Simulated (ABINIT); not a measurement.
**Zr₃S₂: band-structure run (part 1 of 3)**

Zr₃S₂ (R32, 5 atoms in the cell), computed with Kohn-Sham DFT of a periodic cell, TB-mBJ, JTH PAW LDA v2.0, no spin polarisation (ABINIT 10.8.3).

The structure derives from a Materials Project entry.

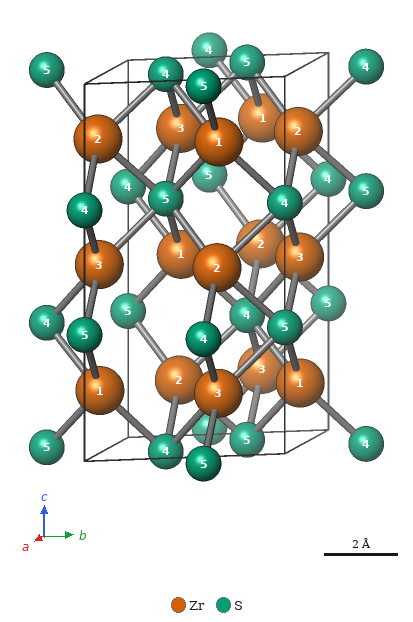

Fig. 1: The structure as given in the input (ball-and-stick view of the cell 3 times as large as that of the calculation, set on its symmetry axes, seen slightly off an axis; bonded neighbours outside the cell are drawn too; atoms are numbered from 1 in the order of the input). An atom can appear more than once, as a periodic image. Near neighbours in the periodic cell (some may lie outside the picture): Zr has 4 S at 2.61 to 2.62 Å; S has 6 Zr at 2.61 to 2.62 Å.

The input:
```
ndtset 2

pp_dirpath "./"
pseudos "Zr.LDA_PW-JTH.xml, S.LDA_PW-JTH.xml"

acell 3*1.0
rprim
     5.4850018347     3.1667672858     6.5909362685
    -5.4850018347     3.1667672858     6.5909362685
     0.0000000000    -6.3335345715     6.5909362685
ntypat 2
znucl 40 16
natom 5
typat 1 1 1 2 2
xred
     0.8387270000     0.5000000000     0.1612730000
     0.5000000000     0.1612730000     0.8387270000
     0.1612730000     0.8387270000     0.5000000000
     0.6650230000     0.6650230000     0.6650230000
     0.3349770000     0.3349770000     0.3349770000

ecut 24.0
pawecutdg 46.0

ixc -208012
usekden 1
pawxcdev 0

occopt 3
tsmear 0.05 eV

nstep 100
diemix 0.3
optforces 0
optstress 0

iomode 3
prtwf 0
prteig 0
prtebands 0
enunit 1
prtden1 1
prtkden1 1
prtvha1 1
prtvclmb1 1
prtpot1 1

kptopt1 1
ngkpt1 5 5 5
nshiftk1 1
shiftk1 0.0 0.0 0.0
nband1 29
tolvrs1 1.0e-7

iscf2 -2
getden2 1
getkden2 1
nband2 35
nbdbuf2 4
tolwfr2 1.0e-11
kptopt2 -2
ndivsm2 5
prteig2 1
kptbounds2
     0.0000000000     0.0000000000     0.0000000000
     0.5000000000     0.0000000000     0.0000000000
     0.5000000000     0.3205695712    -0.3205695712
```

Launched with:
```bash
mpirun --bind-to none -np 4 abinit run.abi > log 2>&1
```

The program's output:
```
.Version 10.8.3 of ABINIT
 DATASET    1 : space group R3 2 (#155); Bravais hR (rhombohedral)
================================================================================
 Values of the parameters that define the memory need for DATASET  1.
     intxc =       0    ionmov =       0      iscf =       7    lmnmax =      18
     lnmax =       6     mgfft =      45  mpssoang =       3    mqgrid =    3001
     natom =       5  nloc_mem =       2    nspden =       1   nspinor =       1
    nsppol =       1      nsym =       6    n1xccc =       1    ntypat =       2
    occopt =       3   xclevel =       2
       mpw =        3874          nfft =       91125          nkpt =          19
Pmy_natom=         2
 PAW method is used; the additional fine FFT grid is defined by:
   mgfftf=        60    nfftf =    216000
================================================================================
================================================================================

 DATASET    2 : space group R3 2 (#155); Bravais hR (rhombohedral)
================================================================================
 Values of the parameters that define the memory need for DATASET  2.
     intxc =       0    ionmov =       0      iscf =      -2    lmnmax =      18
     lnmax =       6     mgfft =      45  mpssoang =       3    mqgrid =    3001
     natom =       5  nloc_mem =       2    nspden =       1   nspinor =       1
    nsppol =       1      nsym =       6    n1xccc =       1    ntypat =       2
    occopt =       3   xclevel =       2
       mpw =        3864          nfft =       91125          nkpt =          11
Pmy_natom=         2
 PAW method is used; the additional fine FFT grid is defined by:
   mgfftf=        60    nfftf =    216000
================================================================================
================================================================================

--------------------------------------------------------------------------------
------------- Echo of variables that govern the present computation ------------
--------------------------------------------------------------------------------
 -outvars: echo values of preprocessed input variables --------
            acell      1.0000000000E+00  1.0000000000E+00  1.0000000000E+00 Bohr
              amu      9.12240000E+01  3.20660000E+01
           diemix      3.00000000E-01
             ecut      2.40000000E+01 Hartree
           enunit           1
           getden1          0
           getden2          1
          getkden1          0
          getkden2          1
             iscf1          7
             iscf2         -2
              ixc     -208012
           jdtset        1    2
           kptopt1          1
           kptopt2         -2
         kptrlatt        5    0    0      0    5    0      0    0    5
          kptrlen1     4.57039662E+01
          kptrlen2     3.00000000E+01
            natom           5
            nband1         29
            nband2         35
           nbdbuf1          0
           nbdbuf2          4
           ndtset           2
           ndivsm1          0
           ndivsm2          5
            ngfft          45      45      45
          ngfftdg          60      60      60
             nkpt1         19
             nkpt2         11
            nstep         100
             nsym           6
           ntypat           2
           occopt           3
        optforces           0
        optstress           0
        pawecutdg      4.60000000E+01 Hartree
         pawxcdev           0
        prtebands           0
           prteig1          0
           prteig2          1
          prtkden           1
           prtpot1          1
           prtpot2          0
         prtvclmb1          1
         prtvclmb2          0
           prtvha1          1
           prtvha2          0
            prtwf           0
            rprim      5.4850018347E+00  3.1667672858E+00  6.5909362685E+00
                      -5.4850018347E+00  3.1667672858E+00  6.5909362685E+00
                       0.0000000000E+00 -6.3335345715E+00  6.5909362685E+00
           shiftk1     0.00000000E+00  0.00000000E+00  0.00000000E+00
           shiftk2     5.00000000E-01  5.00000000E-01  5.00000000E-01
          spgroup         155
           tolvrs1     1.00000000E-07
           tolvrs2     0.00000000E+00
           tolwfr1     0.00000000E+00
           tolwfr2     1.00000000E-11
           tsmear      1.83746611E-03 Hartree
            typat      1  1  1  2  2
          usekden           1
           useylm           1
           xangst      9.8316797921E-01  1.7028968924E+00  5.2316599042E+00
                       9.8316797921E-01 -1.7028968923E+00  5.2316599042E+00
                      -1.9663359584E+00  2.6458627715E-11  5.2316599042E+00
                      -3.9832109862E-16  3.5191184466E-11  6.9583483289E+00
                      -4.1426294525E-17  1.7726119916E-11  3.5049714794E+00
            xcart      1.8579182165E+00  3.2180087473E+00  9.8864044028E+00
                       1.8579182165E+00 -3.2180087472E+00  9.8864044027E+00
                      -3.7158364329E+00  4.9999560048E-11  9.8864044027E+00
                      -7.5271778656E-16  6.6501700687E-11  1.3149372630E+01
                      -7.8284351063E-17  3.3497511916E-11  6.6234361752E+00
             xred      8.3872700000E-01  5.0000000000E-01  1.6127300000E-01
                       5.0000000000E-01  1.6127300000E-01  8.3872700000E-01
                       1.6127300000E-01  8.3872700000E-01  5.0000000000E-01
                       6.6502300000E-01  6.6502300000E-01  6.6502300000E-01
                       3.3497700000E-01  3.3497700000E-01  3.3497700000E-01
            znucl       40.00000   16.00000

================================================================================

 chkinp: Checking input parameters for consistency, jdtset=   1.

 chkinp: Checking input parameters for consistency, jdtset=   2.

================================================================================
== DATASET  1 ==================================================================

--- !DatasetInfo
iteration_state: {dtset: 1, }
dimensions: {natom: 5, nkpt: 19, mband: 29, nsppol: 1, nspinor: 1, nspden: 1, mpw: 3874, }
cutoff_energies: {ecut:  24.0, pawecutdg:  46.0, }
electrons: {nelect:   4.80000000E+01, charge:   0.00000000E+00, occopt:   3.00000000E+00, tsmear:   1.83746611E-03, }
meta: {optdriver: 0, ionmov: 0, optcell: 0, iscf: 7, paral_kgb: 0, }
...

 Real(R)+Recip(G) space primitive vectors, cartesian coordinates (Bohr,Bohr^-1):
 R(1)=  5.4850018  3.1667673  6.5909363  G(1)=  0.0911577  0.0526299  0.0505745
 R(2)= -5.4850018  3.1667673  6.5909363  G(2)= -0.0911577  0.0526299  0.0505745
 R(3)=  0.0000000 -6.3335346  6.5909363  G(3)=  0.0000000 -0.1052598  0.0505745
 Unit cell volume ucvol=  6.8689648E+02 bohr^3
 Angles (23,13,12)=  7.37480364E+01  7.37480364E+01  7.37480364E+01 degrees

 Coarse grid specifications (used for wave-functions):

 getcut: wavevector=  0.0000  0.0000  0.0000  ngfft=  45  45  45
         ecut(hartree)=     24.000   => boxcut(ratio)=   2.18282

 Fine grid specifications (used for densities):

 getcut: wavevector=  0.0000  0.0000  0.0000  ngfft=  60  60  60
         ecut(hartree)=     46.000   => boxcut(ratio)=   2.15026

--- Pseudopotential description ------------------------------------------------
- pspini: atom type   1  psp file is ./Zr.LDA_PW-JTH.xml
 Pseudopotential format is: paw10
 basis_size (lnmax)=  6 (lmn_size= 18), orbitals=   0   0   1   1   2   2
 Spheres core radius: rc_sph= 2.22030268
 Shapefunction is BESSEL type: shapef(r,l)=aa(1,l)*jl(q(1,l)*r)+aa(2,l)*jl(q(2,l)*r)
 Radius for shape functions =  2.22030268
 Compensation charge density is not taken into account in XC energy/potential

- pspini: atom type   2  psp file is ./S.LDA_PW-JTH.xml
 Pseudopotential format is: paw10
 basis_size (lnmax)=  4 (lmn_size=  8), orbitals=   0   0   1   1
 Spheres core radius: rc_sph= 1.90380259
 Shapefunction is SIN type: shapef(r)=[sin(pi*r/rshp)/(pi*r/rshp)]**2
 Radius for shape functions =  1.40128485
 Compensation charge density is not taken into account in XC energy/potential

   2.49662223E+03                                ecore*ucvol(ha*bohr**3)
--------------------------------------------------------------------------------

================================================================================

--- !BeginCycle
iteration_state: {dtset: 1, }
solver: {iscf: 7, nstep: 100, nline: 4, wfoptalg: 10, }
tolerances: {tolvrs: 1.00E-07, }
...

     iter   Etot(hartree)      deltaE(h)  residm     vres2
 ETOT  1  -136.75532896466    -1.368E+02 8.443E-01 3.557E+03
 ETOT  2  -136.65270463202     1.026E-01 1.976E-02 2.055E+03
 ETOT  3  -136.37698827304     2.757E-01 3.655E-03 6.335E+02
 ETOT  4  -136.04610861417     3.309E-01 2.330E-03 2.513E+02
 ETOT  5  -136.18166252257    -1.356E-01 1.308E-03 2.941E+01
 ETOT  6  -136.18812236893    -6.460E-03 9.043E-04 1.118E+01
 ETOT  7  -136.19304733938    -4.925E-03 4.481E-04 1.027E+01
 ETOT  8  -136.20048875501    -7.441E-03 3.900E-04 1.699E+00
 ETOT  9  -136.19517502245     5.314E-03 2.197E-04 4.870E-01
 ETOT 10  -136.19409461285     1.080E-03 2.446E-04 1.091E-01
 ETOT 11  -136.19332723284     7.674E-04 1.498E-04 4.901E-02
 ETOT 12  -136.19333591470    -8.682E-06 1.354E-04 2.416E-02
 ETOT 13  -136.19357791993    -2.420E-04 1.132E-04 1.200E-02
 ETOT 14  -136.19352251471     5.541E-05 9.442E-05 5.759E-03
 ETOT 15  -136.19352178311     7.316E-07 7.854E-05 2.820E-03
 ETOT 16  -136.19352103739     7.457E-07 6.237E-05 1.380E-03
 ETOT 17  -136.19352175489    -7.175E-07 5.085E-05 6.768E-04
 ETOT 18  -136.19352299447    -1.240E-06 3.909E-05 3.315E-04
 ETOT 19  -136.19352380815    -8.137E-07 3.151E-05 1.625E-04
 ETOT 20  -136.19352342644     3.817E-07 2.371E-05 7.961E-05
 ETOT 21  -136.19352351518    -8.874E-08 1.966E-05 3.901E-05
 ETOT 22  -136.19352359992    -8.474E-08 1.535E-05 1.911E-05
 ETOT 23  -136.19352357350     2.641E-08 1.571E-05 9.366E-06
 ETOT 24  -136.19352357971    -6.210E-09 1.274E-05 4.589E-06
 ETOT 25  -136.19352359968    -1.997E-08 1.241E-05 2.249E-06
 ETOT 26  -136.19352359770     1.976E-09 1.049E-05 1.102E-06
 ETOT 27  -136.19352359484     2.864E-09 9.729E-06 5.399E-07
 ETOT 28  -136.19352359393     9.123E-10 8.591E-06 2.646E-07
 ETOT 29  -136.19352359333     5.920E-10 7.573E-06 1.296E-07
 ETOT 30  -136.19352359345    -1.145E-10 7.001E-06 6.352E-08

 At SCF step   30       vres2   =  6.35E-08 < tolvrs=  1.00E-07 =>converged.

Result for kinetic energy density :

--------------------------------------------------------------------------------
 Total kinetic energy density [Ha/Bohr^3]
)     Maximum=    1.2407E+00  at reduced coord.    0.5000    0.1667    0.8333
)     Minimum=    7.8808E-04  at reduced coord.    0.0000    0.0000    0.0000
   Integrated=    4.5301E+01
--------------------------------------------------------------------------------

--- !ResultsGS
iteration_state: {dtset: 1, }
comment   : Summary of ground state results
lattice_vectors:
- [  5.4850018,   3.1667673,   6.5909363, ]
- [ -5.4850018,   3.1667673,   6.5909363, ]
- [  0.0000000,  -6.3335346,   6.5909363, ]
lattice_lengths: [   9.14079,    9.14079,    9.14079, ]
lattice_angles: [ 73.748,  73.748,  73.748, ] # degrees, (23, 13, 12)
lattice_volume:   6.8689648E+02
convergence: {deltae: -1.145E-10, res2:  6.352E-08, residm:  7.001E-06, diffor:  0.000E+00, }
etotal    :  -1.36193524E+02
entropy   :   0.00000000E+00
fermie    :   3.84721899E-01
cartesian_stress_tensor: null
pressure_GPa: null
xred      :
- [  8.3873E-01,   5.0000E-01,   1.6127E-01, Zr]
- [  5.0000E-01,   1.6127E-01,   8.3873E-01, Zr]
- [  1.6127E-01,   8.3873E-01,   5.0000E-01, Zr]
- [  6.6502E-01,   6.6502E-01,   6.6502E-01,  S]
- [  3.3498E-01,   3.3498E-01,   3.3498E-01,  S]
cartesian_forces: null
force_length_stats: {min: null, max: null, mean: null, }
...

 Integrated electronic density in atomic spheres:
 ------------------------------------------------
 Atom  Sphere_radius  Integrated_density
    1        2.22030          9.07403951
    2        2.22030          9.07403951
    3        2.22030          9.07403951
    4        1.90380          3.67075641
    5        1.90380          3.67075641

================================================================================

 ----iterations are completed or convergence reached----

 Mean square residual over all n,k,spin=   27.301E-09; max=  70.009E-07
 reduced coordinates (array xred) for    5 atoms
       0.838727000000      0.500000000000      0.161273000000
       0.500000000000      0.161273000000      0.838727000000
       0.161273000000      0.838727000000      0.500000000000
       0.665023000000      0.665023000000      0.665023000000
       0.334977000000      0.334977000000      0.334977000000
 rms dE/dt=  0.0000E+00; max dE/dt=  0.0000E+00; dE/dt below (all hartree)
    1       0.000000000000      0.000000000000      0.000000000000
    2       0.000000000000      0.000000000000      0.000000000000
    3       0.000000000000      0.000000000000      0.000000000000
    4       0.000000000000      0.000000000000      0.000000000000
    5       0.000000000000      0.000000000000      0.000000000000

 cartesian coordinates (angstrom) at end:
    1      0.98316797920647     1.70289689238529     5.23165990415717
    2      0.98316797920647    -1.70289689233237     5.23165990415716
    3     -1.96633595841294     0.00000000002646     5.23165990415716
    4     -0.00000000000000     0.00000000003519     6.95834832888462
    5     -0.00000000000000     0.00000000001773     3.50497147942971
 length scales=  1.000000000000  1.000000000000  1.000000000000 bohr
              =  0.529177210544  0.529177210544  0.529177210544 angstroms
 Fermi (or HOMO) energy (eV) =  10.46882   Average Vxc (eV)= -10.77593
 Eigenvalues (   eV  ) for nkpt=  19  k points:
 kpt#   1, nband= 29, wtk=  0.00800, kpt=  0.0000  0.0000  0.0000 (reduced coord)
 -38.94142  -38.86666  -38.86666  -17.06317  -17.06317  -17.06086  -17.04958  -17.00577
 -17.00577  -16.94159  -16.68774  -16.68774   -4.72452   -3.55802    4.43841    4.43841
   4.73240    6.06301    6.23717    6.23717    7.95336    8.73653   10.56942   10.56942
  11.18571   11.18571   12.46651   13.11239   13.11239
 prteigrs : prtvol=0 or 1, do not print more k-points.

--- !EnergyTerms
iteration_state     : {dtset: 1, }
comment             : Components of total free energy in Hartree
kinetic             :  4.53014370272331E+01
hartree             :  2.80428717367120E+01
xc                  : -3.13392434402848E+00
Ewald energy        : -1.32230773412716E+02
psp_core            :  3.63464118098006E+00
local_psp           : -1.17655607715688E+02
PAW spherical_terms :  3.98484190863615E+01
internal            : -1.36192936441146E+02
'-kT*entropy'       : -5.87152303738048E-04
total_energy        : -1.36193523593450E+02
total_energy_eV     : -3.70601457470248E+03
...

--- !EnergyTermsDC
iteration_state     : {dtset: 1, }
comment             : '"Double-counting" decomposition of free energy'
band_energy         : -1.52623768835210E+01
Ewald energy        : -1.32230773412716E+02
psp_core            :  3.63464118098006E+00
xc_dc               : -2.85572427134014E+00
PAW spherical_terms :  1.05212969449738E+01
internal            : -1.36192936441623E+02
'-kT*entropy'       : -5.87152303738048E-04
total_energy_dc     : -1.36193523593927E+02
total_energy_dc_eV  : -3.70601457471547E+03
...

--- !EnergyTermsWithPAWCore
iteration_state     : {dtset: 1, }
comment             : 'Components of total free energy, including PAW core contributions'
Total energy        : -1.12148534228172E+04
Total energy DC     : -1.12148534228177E+04
Total energy (eV)   : -3.05171708180341E+05
Total energy DC (eV): -3.05171708180354E+05
...

================================================================================
== DATASET  2 ==================================================================

--- !DatasetInfo
iteration_state: {dtset: 2, }
dimensions: {natom: 5, nkpt: 11, mband: 35, nsppol: 1, nspinor: 1, nspden: 1, mpw: 3864, }
cutoff_energies: {ecut:  24.0, pawecutdg:  46.0, }
electrons: {nelect:   4.80000000E+01, charge:   0.00000000E+00, occopt:   3.00000000E+00, tsmear:   1.83746611E-03, }
meta: {optdriver: 0, ionmov: 0, optcell: 0, iscf: -2, paral_kgb: 0, }
...

 mkfilename : getden/=0, take file _DEN from output of DATASET   1.

 mkfilename : getkden/=0, take file _KDEN from output of DATASET   1.
```
